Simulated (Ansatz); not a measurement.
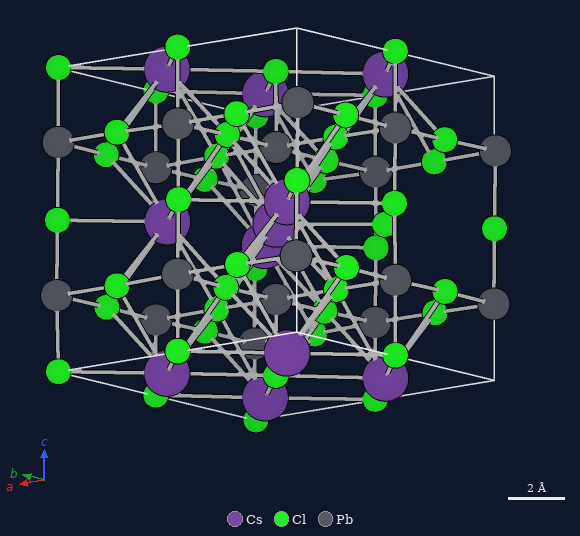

A defect cell of composition Cs8Cl24Pb8, before the relaxation. A ball-and-stick model of the cell of the calculation (origin shifted), seen from a free direction.

All numbers below come from DFT, PBEsol, PAW, plane waves in Ansatz 0.2.0.

Input
```yaml
crystal:
  lattice:
    - [11.234338, 0.000000, 0.000000]
    - [0.000000, 11.234338, 0.000000]
    - [0.000000, 0.000000, 11.234338]
  atoms:
    - { symbol: Cs, position: [0.000683, 0.997316, 0.998867] }
    - { symbol: Cs, position: [0.997789, 0.499764, 0.001220] }
    - { symbol: Cs, position: [0.998867, 0.498858, 0.499189] }
    - { symbol: Cs, position: [0.498590, 0.002836, 0.998341] }
    - { symbol: Cs, position: [0.501095, 0.003918, 0.499461] }
    - { symbol: Cs, position: [0.499539, 0.499054, 0.000553] }
    - { symbol: Cs, position: [0.497098, 0.499451, 0.498344] }
    - { symbol: Cs, position: [0.249240, 0.251307, 0.497546] }
    - { symbol: Cl, position: [0.000042, 0.001518, 0.503508] }
    - { symbol: Cl, position: [0.250037, 0.250128, 0.000079] }
    - { symbol: Cl, position: [0.247615, 0.750138, 0.000508] }
    - { symbol: Cl, position: [0.244381, 0.749957, 0.498438] }
    - { symbol: Cl, position: [0.749206, 0.252498, 0.000622] }
    - { symbol: Cl, position: [0.753409, 0.252015, 0.500898] }
    - { symbol: Cl, position: [0.745206, 0.750553, 0.998147] }
    - { symbol: Cl, position: [0.749919, 0.749946, 0.496804] }
    - { symbol: Cl, position: [0.998854, 0.249161, 0.250251] }
    - { symbol: Cl, position: [0.999439, 0.251138, 0.750953] }
    - { symbol: Cl, position: [0.998458, 0.749910, 0.252767] }
    - { symbol: Cl, position: [0.000247, 0.750994, 0.748974] }
    - { symbol: Cl, position: [0.497252, 0.249318, 0.251291] }
    - { symbol: Cl, position: [0.495728, 0.252121, 0.753047] }
    - { symbol: Cl, position: [0.498779, 0.752558, 0.248261] }
    - { symbol: Cl, position: [0.501159, 0.750011, 0.753535] }
    - { symbol: Cl, position: [0.248259, 0.004774, 0.249968] }
    - { symbol: Cl, position: [0.247821, 0.999062, 0.746389] }
    - { symbol: Cl, position: [0.253493, 0.499390, 0.250703] }
    - { symbol: Cl, position: [0.248528, 0.498810, 0.752721] }
    - { symbol: Cl, position: [0.751472, 0.998939, 0.251238] }
    - { symbol: Cl, position: [0.750649, 0.001274, 0.749829] }
    - { symbol: Cl, position: [0.752188, 0.497021, 0.251076] }
    - { symbol: Cl, position: [0.752083, 0.500395, 0.751959] }
    - { symbol: Pb, position: [0.250045, 0.249395, 0.250051] }
    - { symbol: Pb, position: [0.249649, 0.249722, 0.750217] }
    - { symbol: Pb, position: [0.248079, 0.750166, 0.253512] }
    - { symbol: Pb, position: [0.246970, 0.749672, 0.748132] }
    - { symbol: Pb, position: [0.749910, 0.251628, 0.247637] }
    - { symbol: Pb, position: [0.752749, 0.248850, 0.749376] }
    - { symbol: Pb, position: [0.749924, 0.753770, 0.248439] }
    - { symbol: Pb, position: [0.746316, 0.750036, 0.752223] }
  symmetry: { detect: false }
kpoints:
  mp_grid: { grid: [1, 1, 1], shift: [0.25, 0.25, 0.25] }
hamiltonian:
  xc: pbesol
scf:
  occupations: { method: fermi_dirac, width: 0.01 }
relax:
  f_tol: 0.03
  max_steps: 80
  escape_saddle: false
  adjacent_minimum: "off"
output:
  forces: true
  eigenvalues: true
  populations: true
```

Command:
```bash
ansatz run in.yaml --threads 7 --pin off --max-ram 13300MiB --runs-dir r --events-out ev --progress --plain
```

> What does the optimiser find from here?

The energy falls by 6.542 eV per cell of the calculation in 34 geometry steps. Largest force component: 4.3 eV/Å at the start, 0.028 eV/Å at the end. The forces were under the threshold at step 25, but the run went on from there. Cs8 moves most: 3.43 Å along [−2 −2 −1]. Largest moves by element: Cs 3.43 Å, Cl 2.23 Å, Pb 0.46 Å. The cell stays as it was. Near-neighbour distances that change, for instance: Cs8–Cl29 6.853 → 3.612 Å, Cs8–Cl19 6.872 → 3.705 Å, Cs8–Cl22 3.988 → 6.469 Å, Cs8–Pb34 2.839 → 5.241 Å. New bonds form: Cl9–Pb40 (4.89 → 2.88 Å), Cs3–Cl9 (5.65 → 3.72 Å), Cs5–Cl9 (5.61 → 3.57 Å), Cs8–Cl12 (5.63 → 3.61 Å). Bonds break: Cs1–Cl10 (3.99 → 5.41 Å), Cs8–Cl21 (3.93 → 5.75 Å), Cs8–Cl22 (3.99 → 6.47 Å), Cs8–Cl27 (3.93 → 5.90 Å). Among the angles between lasting bonds that change: Cl9–Cs8–Cl25 60.7° → 131.9°, Cl9–Cs8–Cl17 60.3° → 130.0°, Pb39–Cl16–Pb40 178.8° → 117.2°. Cost: 5 min on 7 threads of Arm Neoverse-V2, peak memory 2.2 GiB.

Final geometry:

```
Cs Cl Pb
1.0
    11.23434    0.00000    0.00000
     0.00000   11.23434    0.00000
     0.00000    0.00000   11.23434
Cs Cl Pb
8 24 8
Direct
  0.98764 0.97958 0.98904
  0.98182 0.53091 0.00299
  0.97697 0.56190 0.50226
  0.53120 0.99746 0.00015
  0.55380 0.97466 0.51216
  0.54777 0.55637 0.00393
  0.48002 0.45521 0.50581
  0.04209 0.04290 0.41453
  0.85346 0.86854 0.51555
  0.32677 0.32171 0.99193
  0.26183 0.70720 0.99813
  0.26261 0.82379 0.49615
  0.70253 0.27100 0.00215
  0.81516 0.26904 0.49995
  0.76518 0.76513 0.01307
  0.66363 0.66599 0.50440
  0.01246 0.26906 0.19952
  0.00892 0.25912 0.82060
  0.01624 0.76109 0.24527
  0.00940 0.73685 0.77201
  0.50268 0.23320 0.29643
  0.50151 0.23129 0.70606
  0.51456 0.79146 0.23461
  0.50739 0.77630 0.77423
  0.25057 0.01302 0.18797
  0.25067 0.00536 0.80769
  0.26107 0.50477 0.29326
  0.24289 0.49614 0.69314
  0.77858 0.01831 0.23202
  0.74900 0.01128 0.78368
  0.77086 0.51670 0.23615
  0.75952 0.50948 0.77573
  0.26588 0.26558 0.21645
  0.25348 0.25574 0.77181
  0.26613 0.76194 0.24646
  0.25759 0.75859 0.74987
  0.76001 0.26573 0.24892
  0.75870 0.25819 0.75558
  0.76181 0.76633 0.27811
  0.75838 0.76044 0.72731
```

The end point in the same view:

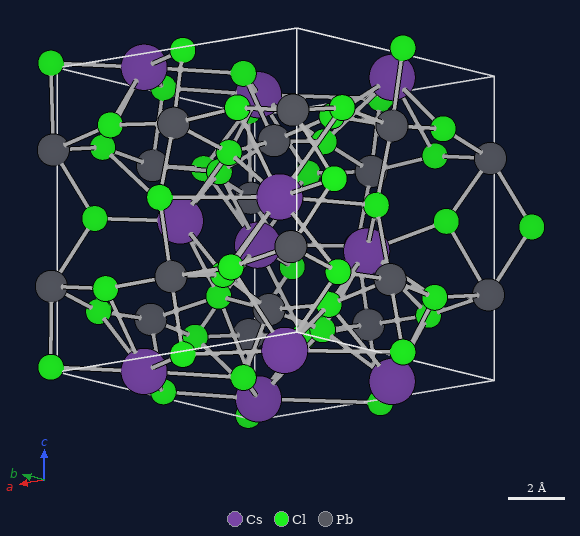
